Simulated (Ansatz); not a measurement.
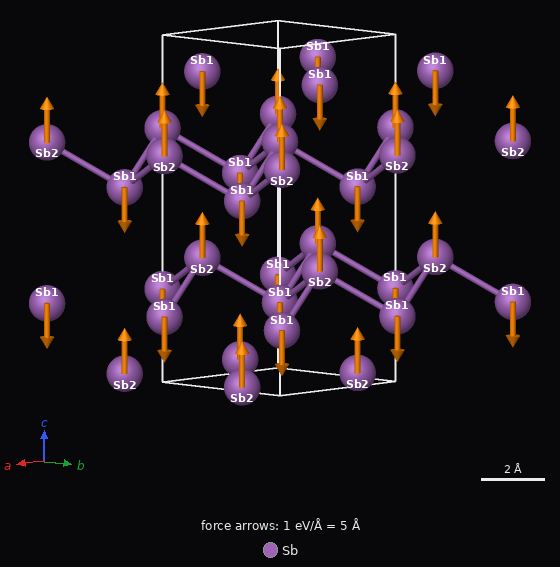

A changed version of a crystal of Sb (set up in R-3m), with the computed forces as orange arrows. Besides, all lengths are scaled by −1.7 % (volume −5.0 %). Style: ball-and-stick. Shown: the conventional cell (3 times the calculation's cell), repeated 2 × 2 × 1 with one cell outlined, from a free direction. Lengths and directions refer to the drawn axes.

Level of theory: Ansatz, DFT, r2SCAN, all-electron PAW with datasets made for the crystal, scalar-relativistic. (plane-wave cutoff 240 eV; k-point mesh 11 × 11 × 11; occupations fermi dirac; smearing width 0.05 eV; no spin polarisation)

Q: How do the forces relate to the distortion?

A: The atoms keep their fractional coordinates. No relaxation follows. Near-neighbour distances before and after: Sb–Sb 2.925 → 2.875 Å. The space group stays R-3m (No. 166). It costs 14.5 meV per atom. Pressure: 0.0 GPa before, 3.1 GPa after. The principal stresses (compression positive) are 2.9 GPa along c and 3.2 GPa across it. The largest forces, 0.3 eV/Å, act on Sb1 and Sb2; on Sb1 it points along −c.
